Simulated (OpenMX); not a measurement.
Pb2S (slab)

Input file:

```
System.CurrrentDirectory             ./
System.Name                          Pb2S
DATA.PATH                            ./DFT_DATA13
level.of.stdout                      1
level.of.fileout                     1
Species.Number                       3
<Definition.of.Atomic.Species
  Pb  Pb8.0-s3p2d2f1         Pb_PBE13
  S   S7.0-s2p2d1f1          S_PBE13
  E   H7.0-s2p1              E
Definition.of.Atomic.Species>

Atoms.Number                         8
Atoms.SpeciesAndCoordinates.Unit     FRAC
<Atoms.SpeciesAndCoordinates
    1  Pb    0.3412716577    0.3412716577    0.2129184490   7.000  7.000
    2  Pb    0.0260298216    0.0260298216    0.4546650356   7.000  7.000
    3  S     0.5257681466    0.5257681466    0.4672237316   3.000  3.000
    4  S     0.0251840724    0.0251840724    0.5327762684   3.000  3.000
    5  Pb    0.5249223974    0.5249223974    0.5453349644   7.000  7.000
    6  Pb    0.2096805613    0.2096805613    0.7870815510   7.000  7.000
    7  E     0.2096805613    0.2096805613    0.8495376294   0.000  0.000
    8  E     0.3412716577    0.3412716577    0.1504623706   0.000  0.000
Atoms.SpeciesAndCoordinates>

Atoms.UnitVectors.Unit               Ang
<Atoms.UnitVectors
     4.1299564465   -0.0000000000    0.0000000000
     0.0572742723    4.1295592873    0.0000000000
     0.0000000000    0.0000000000   35.2247540596
Atoms.UnitVectors>

scf.XcType                           GGA-PBE
scf.SpinPolarization                 off
scf.ElectronicTemperature            580.226
scf.energycutoff                     500.0
scf.maxIter                          100
scf.EigenvalueSolver                 band
scf.Kgrid                            7 7 1
scf.Mixing.Type                      rmm-diisk
scf.Init.Mixing.Weight               0.05
scf.Min.Mixing.Weight                0.001
scf.Max.Mixing.Weight                0.3
scf.Mixing.History                   25
scf.Mixing.StartPulay                8
scf.criterion                        1.0e-8
MD.Type                              nomd
```

Launched as:

```sh
openmx Pb2S.dat -nt 1 > Pb2S.std
```

The calculation used Kohn-Sham DFT of a periodic cell, PBE, OpenMX 2013 PBE set in OpenMX.

Predict the valence pseudo-density between the atoms.

Pb–S (2.75 Å): ρ at the midpoint is about 0.35 e/Å³.

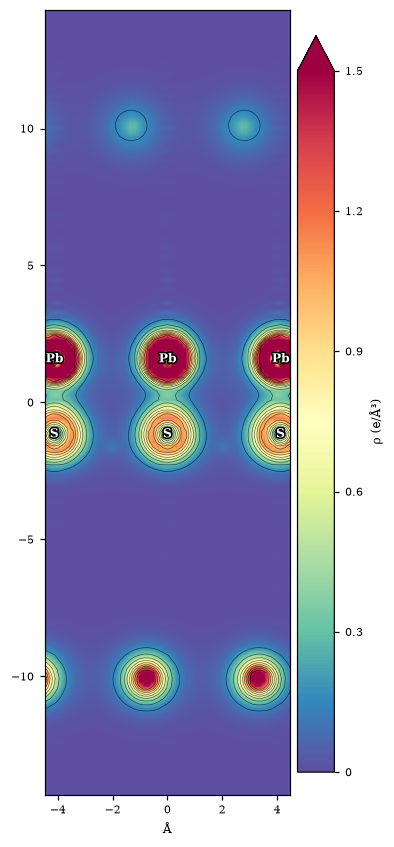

Computed valence pseudo-density on the (100) plane of the calculation cell, a cut from vacuum to vacuum. Atoms just off the plane (Pb, 0.8 Å away) can leave unmarked features too.
